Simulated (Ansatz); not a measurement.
## Run report: Ir16O, geometry relaxation (part 1 of 3)

The run: geometry relaxation of Ir16O (slab, 17 atoms in the cell). Method and program: DFT PBE+D3(BJ), scalar-relativistic, plane waves, PAW, no spin polarisation (Ansatz 0.2.0).

The structure derives from an entry of the Crystallography Open Database. The input holds or restrains some coordinates. Forces given for the steps count only the free coordinates. Figures and captions count atoms from 1; the log counts them from 0 in places.

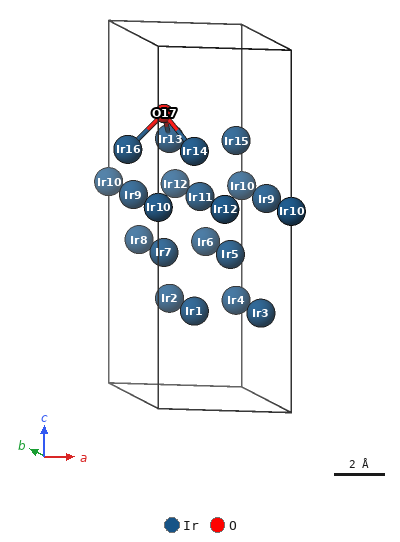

Figure 1. The starting structure (ball-and-stick view of the cell of the calculation, with the vacuum cut short, seen slightly off an axis; atoms are numbered from 1 in the order of the input). An atom can appear more than once, as a periodic image.

Input
```yaml
crystal:
  lattice:
    - [5.4313533143, 0.0, 0.0]
    - [-2.7156766571, 4.7036899471, 0.0]
    - [0.0, 0.0, 25.6520221164]
  atoms:
    - { symbol: Ir, position: [0.3333333333, 0.1666666667, 0.331357893] }
    - { symbol: Ir, position: [0.3333333333, 0.6666666667, 0.331357893] }
    - { symbol: Ir, position: [0.8333333333, 0.1666666667, 0.331357893] }
    - { symbol: Ir, position: [0.8333333333, 0.6666666667, 0.331357893] }
    - { symbol: Ir, position: [0.6666666667, 0.3333333333, 0.41779711] }
    - { symbol: Ir, position: [0.6666666667, 0.8333333333, 0.41779711] }
    - { symbol: Ir, position: [0.1666666667, 0.3333333333, 0.41779711] }
    - { symbol: Ir, position: [0.1666666667, 0.8333333333, 0.41779711] }
    - { symbol: Ir, position: [0.0, 0.5, 0.5030025083] }
    - { symbol: Ir, position: [0.0, 0.0, 0.5030025083] }
    - { symbol: Ir, position: [0.5, 0.5, 0.5030025083] }
    - { symbol: Ir, position: [0.5, 0.0, 0.5030025083] }
    - { symbol: Ir, position: [0.3333333333, 0.6666666667, 0.5883005966] }
    - { symbol: Ir, position: [0.3333333333, 0.1666666667, 0.5883005966] }
    - { symbol: Ir, position: [0.8333333333, 0.6666666667, 0.5883005966] }
    - { symbol: Ir, position: [0.8333333333, 0.1666666667, 0.5883005966] }
    - { symbol: O, position: [0.1666666667, 0.3333333333, 0.6413178595] }
basis:
  ecutwfc: 420
kpoints:
  mp_grid: { grid: [6, 6, 1] }
hamiltonian:
  xc: pbe
  dispersion: d3bj
scf:
  occupations: { method: gaussian, width: 0.1 }
output:
  forces: true
  eigenvalues: true
  write_density: true
  write_potential: true
  elf: true
  volumetric_format: npy
relax:
  adjacent_minimum: "off"
  f_tol: 0.03
  max_steps: 70
  constraints: [{ sites: [0, 1, 2, 3, 4, 5, 6, 7] }]
efield:
  axis: 3
  dipole_correction: true
```

Run as:
```bash
ansatz run input.yaml --threads 4 --pin off --max-ram 10240MiB --backend cpu --events-out ev --progress --plain --runs-dir out
```

The program's output
```
Engine: ansatz 0.2.0, x86_64-unknown-linux-gnu
Pseudopotentials: kind: paw
Pseudopotential: Ir, paw, valence charge 17, recommended cutoff 420 eV (normal), Ir.paw.azcp
Pseudopotential: O, paw, valence charge 6, recommended cutoff 420 eV (normal), O.paw.azcp
Functional definition: PBE
  parameter kappa = 0.804
  parameter beta = 0.06672455060314922
  exchange = pbe_x(kappa = kappa, mu = beta*pi^2/3)
  correlation = pbe_c(beta = beta)
Crystal: 17 atoms, lattice volume = 655.343 Å³
Basis set: ecut = 420 eV, 12763 PW (Γ), exchange–correlation on 80×80×360 points (8 copies of the dense FFT grid, shifted against one another)
Bands: 167, of which v1, the nominal top of the filled ones, is band 139 counted from 1 (138 counted from 0)
Symmetry: 6 space group operations
Space group: P3m1 (ITA 156), of the structure as read, at distance tolerance 8.7e-5 Å
k-points: 7 of 36 (time reversal used)
Non-local potential: Ir, projectors of the file, l = 0: 3, l = 1: 2, l = 2: 2, l = 3: 1
Non-local potential: O, projectors of the file, l = 0: 2, l = 1: 2, l = 2: 1
PAW form: soft (Blöchl's): semilocal exchange-correlation on the pseudo side does not see the compensation charge
PAW one-centre angular grid: Ir, 590 points (default); XC on 64 Gauss nodes
PAW one-centre angular grid: O, 110 points (default); XC on 64 Gauss nodes
Initial density: superposition of atomic densities (neutral atoms: chi_scale 0, normalization atom), corrected by the library's trained network
Initial wavefunctions: pseudopotential atomic-orbital guess
Functional: x = pbe(κ = 0.804, μ = 0.2195149727645171), c = pbe(β = 0.06672455060314922)
SCF iter   1: F=—  HF=-191533.219596 eV  |F-HF|=—  |Δ(HF+E_count)|=         —  Δρ=7.18e-3  dr2=1.18e0  ethr=1.77e-3  p=-0.055 e·Å  D=-1.52e-2 V/Å  ΔV_dip=0.39 eV  dr2_dipole=3.81e-2  V_vac-E_F(+/−)=5.58/5.19 eV  ⟨swp⟩=8.3  Hψ=5349  notcnv=0  defer=12
efield: sawtooth ramp at fractional position 0.9363 (placed from the atoms, in the widest stretch of the axis that holds none; the zero of the levels goes with the place), width 0.1000; the density the first Hamiltonian is built on has a dipole p = -0.055 e·Å; the dipole correction subtracts the counter field D = -1.52e-2 V/Å, which shifts the + side's vacuum level by +0.39 eV against the − side's; the planar-averaged density in the ramp window peaks in size at 2.6e-5 e/Å³
preconditioner: auto → LDOS  [metal: Δε(μ)=0.051 eV  Ē_g=6.501 eV  σ=0.100 eV  W_gap=0.28  n_scr=126 (ndim 8)  ℏωp=17.8 eV  f_vac=0.591  D(μ)=17.96/eV (n_scr^D=108)  β→1.0]
SCF iter   2: F=—  HF=-191533.205460 eV  |F-HF|=—  |Δ(HF+E_count)|=   1.41e-2  Δρ=3.26e-3  dr2=9.76e-2  ethr=4.23e-4  p=-0.043 e·Å  D=-1.17e-2 V/Å  ΔV_dip=0.30 eV  dr2_dipole=5.10e-3  V_vac-E_F(+/−)=5.77/5.47 eV  ⟨swp⟩=1.7  Hψ=1723  notcnv=0  defer=59
SCF iter   3: F=—  HF=-191533.192544 eV  |F-HF|=—  |Δ(HF+E_count)|=   1.29e-2  Δρ=1.09e-3  dr2=1.73e-2  ethr=3.51e-5  p=-0.042 e·Å  D=-1.16e-2 V/Å  ΔV_dip=0.30 eV  dr2_dipole=7.52e-5  V_vac-E_F(+/−)=5.76/5.46 eV  ⟨swp⟩=2.6  Hψ=1734  notcnv=0  defer=59
SCF iter   4: F=—  HF=-191533.190767 eV  |F-HF|=—  |Δ(HF+E_count)|=   1.78e-3  Δρ=3.08e-4  dr2=1.88e-3  ethr=6.24e-6  p=-0.042 e·Å  D=-1.17e-2 V/Å  ΔV_dip=0.30 eV  dr2_dipole=1.28e-5  V_vac-E_F(+/−)=5.77/5.47 eV  ⟨swp⟩=3.0  Hψ=2104  notcnv=0  defer=48
SCF iter   5: F=—  HF=-191533.190541 eV  |F-HF|=—  |Δ(HF+E_count)|=   2.26e-4  Δρ=9.65e-5  dr2=1.89e-4  ethr=6.75e-7  p=-0.042 e·Å  D=-1.16e-2 V/Å  ΔV_dip=0.30 eV  dr2_dipole=3.21e-5  V_vac-E_F(+/−)=5.77/5.47 eV  ⟨swp⟩=2.1  Hψ=1633  notcnv=0  defer=48
SCF iter   6: F=—  HF=-191533.190572 eV  |F-HF|=—  |Δ(HF+E_count)|=   3.06e-5  Δρ=3.58e-5  dr2=2.95e-5  ethr=6.78e-8  p=-0.042 e·Å  D=-1.15e-2 V/Å  ΔV_dip=0.29 eV  dr2_dipole=6.51e-6  V_vac-E_F(+/−)=5.77/5.47 eV  ⟨swp⟩=2.1  Hψ=1580  notcnv=0  defer=48
SCF iter   7: F=-191533.190574 eV  HF=-191533.190577 eV  |F-HF|=2.44e-6  |Δ(HF+E_count)|=   4.96e-6  Δρ=1.45e-5  dr2=3.58e-6  ethr=8.09e-9  p=-0.042 e·Å  D=-1.15e-2 V/Å  ΔV_dip=0.29 eV  dr2_dipole=3.94e-7  V_vac-E_F(+/−)=5.77/5.47 eV  ⟨swp⟩=24.6  Hψ=12264  notcnv=0
SCF 1 converged in 7 iterations: F = -191533.190574 eV  dr2 = 3.58e-6
  greatest PAW one-centre occupation: 1.000 electrons in one spin orbital (limit 2), on the Ir atom at site 11 (counted from 0), in its partial waves of l = 0
relax step   1: F+E_penalty+E_count = -191533.19057409 eV  Δ(F+E_penalty+E_count) = +0.000e0 eV  max|allowed force component| = 5.213e-1 eV/Å  Δτ_max = 0.0000 Å  (7 SCF iters, dr2 threshold 2.25e-5 eV, accepted)
Initial density: handed on by an earlier stage of this run
Initial wavefunctions: those handed on with the density
iter 1 solved again at ethr=2.08e-4 eV; its pass at ethr=3.10e-3 eV (dr2=5.79e-1 eV) is discarded
SCF iter   1: F=—  HF=-191533.274768 eV  |F-HF|=—  |Δ(HF+E_count)|=         —  Δρ=6.40e-3  dr2=6.81e-1  ethr=2.08e-4  p=-0.042 e·Å  D=-1.15e-2 V/Å  ΔV_dip=0.29 eV  dr2_dipole=2.11e-1  V_vac-E_F(+/−)=5.79/5.49 eV  ⟨swp⟩=2.0  Hψ=4146  notcnv=0  defer=95
efield: sawtooth ramp at fractional position 0.9363 (handed on by an earlier solve), width 0.1000; the density the first Hamiltonian is built on has a dipole p = -0.042 e·Å; the dipole correction subtracts the counter field D = -1.15e-2 V/Å, which shifts the + side's vacuum level by +0.29 eV against the − side's; the planar-averaged density in the ramp window peaks in size at 1.9e-6 e/Å³
eigensolver tolerance schedule calibrated: the retry pair's looser diagonalisation under-reported the residual by θ = 0.15 (0.13/decade); ethr = c·dr2/N_el runs at the constant in force after the calibration composes with the one it found (an armed cap, an earlier calibration), c = 6.1e-2
preconditioner: auto → LDOS  [metal: Δε(μ)=0.026 eV  Ē_g=6.459 eV  σ=0.100 eV  W_gap=0.14  n_scr=126 (ndim 8)  ℏωp=17.8 eV  f_vac=0.589  D(μ)=18.12/eV (n_scr^D=108)  β→1.0]
SCF iter   2: F=—  HF=-191533.268135 eV  |F-HF|=—  |Δ(HF+E_count)|=   6.63e-3  Δρ=2.80e-3  dr2=9.67e-2  ethr=1.49e-4  p=-0.053 e·Å  D=-1.46e-2 V/Å  ΔV_dip=0.37 eV  dr2_dipole=9.09e-4  V_vac-E_F(+/−)=5.83/5.46 eV  ⟨swp⟩=2.0  Hψ=1657  notcnv=0  defer=95
SCF iter   3: F=—  HF=-191533.262910 eV  |F-HF|=—  |Δ(HF+E_count)|=   5.23e-3  Δρ=1.86e-3  dr2=6.31e-2  ethr=2.12e-5  p=-0.037 e·Å  D=-1.03e-2 V/Å  ΔV_dip=0.26 eV  dr2_dipole=1.28e-3  V_vac-E_F(+/−)=5.74/5.47 eV  ⟨swp⟩=2.9  Hψ=2274  notcnv=0  defer=95
SCF iter   4: F=—  HF=-191533.248879 eV  |F-HF|=—  |Δ(HF+E_count)|=   1.40e-2  Δρ=8.08e-4  dr2=7.53e-3  ethr=1.38e-5  p=-0.040 e·Å  D=-1.11e-2 V/Å  ΔV_dip=0.28 eV  dr2_dipole=3.91e-4  V_vac-E_F(+/−)=5.75/5.47 eV  ⟨swp⟩=2.4  Hψ=1785  notcnv=0  defer=95
SCF iter   5: F=—  HF=-191533.248057 eV  |F-HF|=—  |Δ(HF+E_count)|=   8.22e-4  Δρ=2.14e-4  dr2=7.65e-4  ethr=1.65e-6  p=-0.042 e·Å  D=-1.16e-2 V/Å  ΔV_dip=0.30 eV  dr2_dipole=5.61e-5  V_vac-E_F(+/−)=5.76/5.47 eV  ⟨swp⟩=2.9  Hψ=2093  notcnv=0  defer=96
SCF iter   6: F=—  HF=-191533.247934 eV  |F-HF|=—  |Δ(HF+E_count)|=   1.23e-4  Δρ=5.95e-5  dr2=5.50e-5  ethr=1.67e-7  p=-0.042 e·Å  D=-1.16e-2 V/Å  ΔV_dip=0.30 eV  dr2_dipole=6.03e-6  V_vac-E_F(+/−)=5.77/5.47 eV  ⟨swp⟩=2.9  Hψ=2124  notcnv=0  defer=96
SCF iter   7: F=-191533.247948 eV  HF=-191533.247948 eV  |F-HF|=1.48e-7  |Δ(HF+E_count)|=   1.36e-5  Δρ=1.81e-5  dr2=2.83e-6  ethr=3.72e-9  p=-0.042 e·Å  D=-1.16e-2 V/Å  ΔV_dip=0.30 eV  dr2_dipole=8.91e-8  V_vac-E_F(+/−)=5.76/5.47 eV  ⟨swp⟩=23.1  Hψ=12423  notcnv=0
SCF 2 converged in 7 iterations: F = -191533.247948 eV  dr2 = 2.83e-6
  Residual-converged pass: ⟨swp⟩=1.0  Hψ=1197  notcnv=0  max |occ|·‖R‖ = 6.9e-9 eV (tolerance 1.0e-8 eV)  dr2=2.83e-6  dr2_onsite=5.50e-8  max |Δocc| = 3.0e-11
  greatest PAW one-centre occupation: 1.000 electrons in one spin orbital (limit 2), on the Ir atom at site 6 (counted from 0), in its partial waves of l = 0
relax step   2: F+E_penalty+E_count = -191533.24794799 eV  Δ(F+E_penalty+E_count) = -5.737e-2 eV  max|allowed force component| = 5.256e-1 eV/Å  Δτ_max = 0.1019 Å  (7 SCF iters, dr2 threshold 1.70e-5 eV, accepted)
SCF iter   1: F=—  HF=-191533.292543 eV  |F-HF|=—  |Δ(HF+E_count)|=         —  Δρ=3.88e-3  dr2=1.86e-1  ethr=6.63e-4  p=-0.042 e·Å  D=-1.16e-2 V/Å  ΔV_dip=0.30 eV  dr2_dipole=5.90e-2  V_vac-E_F(+/−)=5.76/5.46 eV  ⟨swp⟩=2.4  Hψ=2046  notcnv=0  defer=100
efield: sawtooth ramp at fractional position 0.9363 (handed on by an earlier solve), width 0.1000; the density the first Hamiltonian is built on has a dipole p = -0.042 e·Å; the dipole correction subtracts the counter field D = -1.16e-2 V/Å, which shifts the + side's vacuum level by +0.30 eV against the − side's; the planar-averaged density in the ramp window peaks in size at 2.1e-6 e/Å³
preconditioner: auto → LDOS  [metal: Δε(μ)=0.037 eV  Ē_g=6.503 eV  σ=0.100 eV  W_gap=0.21  n_scr=126 (ndim 8)  ℏωp=17.8 eV  f_vac=0.591  D(μ)=17.62/eV (n_scr^D=108)  β→1.0]
SCF iter   2: F=—  HF=-191533.285996 eV  |F-HF|=—  |Δ(HF+E_count)|=   6.55e-3  Δρ=1.91e-3  dr2=2.58e-2  ethr=6.68e-5  p=-0.027 e·Å  D=-7.49e-3 V/Å  ΔV_dip=0.19 eV  dr2_dipole=1.47e-3  V_vac-E_F(+/−)=5.66/5.47 eV  ⟨swp⟩=2.0  Hψ=1925  notcnv=0  defer=101
SCF iter   3: F=—  HF=-191533.283475 eV  |F-HF|=—  |Δ(HF+E_count)|=   2.52e-3  Δρ=8.60e-4  dr2=6.34e-3  ethr=9.28e-6  p=-0.034 e·Å  D=-9.44e-3 V/Å  ΔV_dip=0.24 eV  dr2_dipole=5.64e-5  V_vac-E_F(+/−)=5.71/5.46 eV  ⟨swp⟩=3.0  Hψ=1841  notcnv=0  defer=101
SCF iter   4: F=—  HF=-191533.282795 eV  |F-HF|=—  |Δ(HF+E_count)|=   6.80e-4  Δρ=3.73e-4  dr2=8.20e-4  ethr=2.28e-6  p=-0.033 e·Å  D=-9.22e-3 V/Å  ΔV_dip=0.24 eV  dr2_dipole=1.22e-5  V_vac-E_F(+/−)=5.70/5.47 eV  ⟨swp⟩=2.9  Hψ=1806  notcnv=0  defer=101
SCF iter   5: F=—  HF=-191533.282654 eV  |F-HF|=—  |Δ(HF+E_count)|=   1.41e-4  Δρ=1.16e-4  dr2=9.03e-5  ethr=2.95e-7  p=-0.033 e·Å  D=-9.10e-3 V/Å  ΔV_dip=0.23 eV  dr2_dipole=4.87e-6  V_vac-E_F(+/−)=5.70/5.47 eV  ⟨swp⟩=2.9  Hψ=1722  notcnv=0  defer=101
SCF iter   6: F=-191533.282651 eV  HF=-191533.282654 eV  |F-HF|=2.98e-6  |Δ(HF+E_count)|=   2.37e-7  Δρ=2.07e-5  dr2=6.30e-6  ethr=6.21e-9  p=-0.033 e·Å  D=-9.00e-3 V/Å  ΔV_dip=0.23 eV  dr2_dipole=5.61e-7  V_vac-E_F(+/−)=5.70/5.47 eV  ⟨swp⟩=23.7  Hψ=14012  notcnv=0
SCF 3 converged in 6 iterations: F = -191533.282651 eV  dr2 = 6.30e-6
relax step   3: F+E_penalty+E_count = -191533.28265121 eV  Δ(F+E_penalty+E_count) = -3.470e-2 eV  max|allowed force component| = 2.372e-1 eV/Å  Δτ_max = 0.0705 Å  (6 SCF iters, dr2 threshold 1.73e-5 eV, accepted)
SCF iter   1: F=—  HF=-191533.292167 eV  |F-HF|=—  |Δ(HF+E_count)|=         —  Δρ=1.94e-3  dr2=2.87e-2  ethr=1.50e-4  p=-0.033 e·Å  D=-9.00e-3 V/Å  ΔV_dip=0.23 eV  dr2_dipole=6.18e-3  V_vac-E_F(+/−)=5.69/5.46 eV  ⟨swp⟩=2.0  Hψ=2017  notcnv=0  defer=98
efield: sawtooth ramp at fractional position 0.9363 (handed on by an earlier solve), width 0.1000; the density the first Hamiltonian is built on has a dipole p = -0.033 e·Å; the dipole correction subtracts the counter field D = -9.00e-3 V/Å, which shifts the + side's vacuum level by +0.23 eV against the − side's; the planar-averaged density in the ramp window peaks in size at 1.8e-6 e/Å³
preconditioner: auto → LDOS  [metal: Δε(μ)=0.034 eV  Ē_g=6.505 eV  σ=0.100 eV  W_gap=0.19  n_scr=126 (ndim 8)  ℏωp=17.8 eV  f_vac=0.591  D(μ)=16.66/eV (n_scr^D=94)  β→1.0]
SCF iter   2: F=—  HF=-191533.291540 eV  |F-HF|=—  |Δ(HF+E_count)|=   6.27e-4  Δρ=1.06e-3  dr2=1.22e-2  ethr=1.03e-5  p=-0.026 e·Å  D=-7.25e-3 V/Å  ΔV_dip=0.19 eV  dr2_dipole=1.04e-3  V_vac-E_F(+/−)=5.65/5.47 eV  ⟨swp⟩=3.0  Hψ=2350  notcnv=0  defer=99
SCF iter   3: F=—  HF=-191533.289469 eV  |F-HF|=—  |Δ(HF+E_count)|=   2.07e-3  Δρ=3.70e-4  dr2=2.49e-3  ethr=4.39e-6  p=-0.026 e·Å  D=-7.26e-3 V/Å  ΔV_dip=0.19 eV  dr2_dipole=7.23e-5  V_vac-E_F(+/−)=5.65/5.46 eV  ⟨swp⟩=2.1  Hψ=1750  notcnv=0  defer=99
SCF iter   4: F=—  HF=-191533.289696 eV  |F-HF|=—  |Δ(HF+E_count)|=   2.27e-4  Δρ=1.43e-4  dr2=1.66e-4  ethr=8.96e-7  p=-0.027 e·Å  D=-7.41e-3 V/Å  ΔV_dip=0.19 eV  dr2_dipole=9.29e-6  V_vac-E_F(+/−)=5.66/5.47 eV  ⟨swp⟩=3.0  Hψ=1920  notcnv=0  defer=99
SCF iter   5: F=—  HF=-191533.289678 eV  |F-HF|=—  |Δ(HF+E_count)|=   1.83e-5  Δρ=3.72e-5  dr2=2.18e-5  ethr=5.96e-8  p=-0.027 e·Å  D=-7.35e-3 V/Å  ΔV_dip=0.19 eV  dr2_dipole=2.10e-6  V_vac-E_F(+/−)=5.65/5.47 eV  ⟨swp⟩=2.6  Hψ=1963  notcnv=0  defer=99
SCF iter   6: F=-191533.289682 eV  HF=-191533.289681 eV  |F-HF|=1.14e-6  |Δ(HF+E_count)|=   3.12e-6  Δρ=1.70e-5  dr2=2.84e-6  ethr=4.12e-9  p=-0.027 e·Å  D=-7.33e-3 V/Å  ΔV_dip=0.19 eV  dr2_dipole=1.15e-7  V_vac-E_F(+/−)=5.65/5.47 eV  ⟨swp⟩=21.7  Hψ=11959  notcnv=0
SCF 4 converged in 6 iterations: F = -191533.289682 eV  dr2 = 2.84e-6
relax step   4: F+E_penalty+E_count = -191533.28968176 eV  Δ(F+E_penalty+E_count) = -7.031e-3 eV  max|allowed force component| = 1.354e-1 eV/Å  Δτ_max = 0.0307 Å  (6 SCF iters, dr2 threshold 1.15e-5 eV, accepted)
```
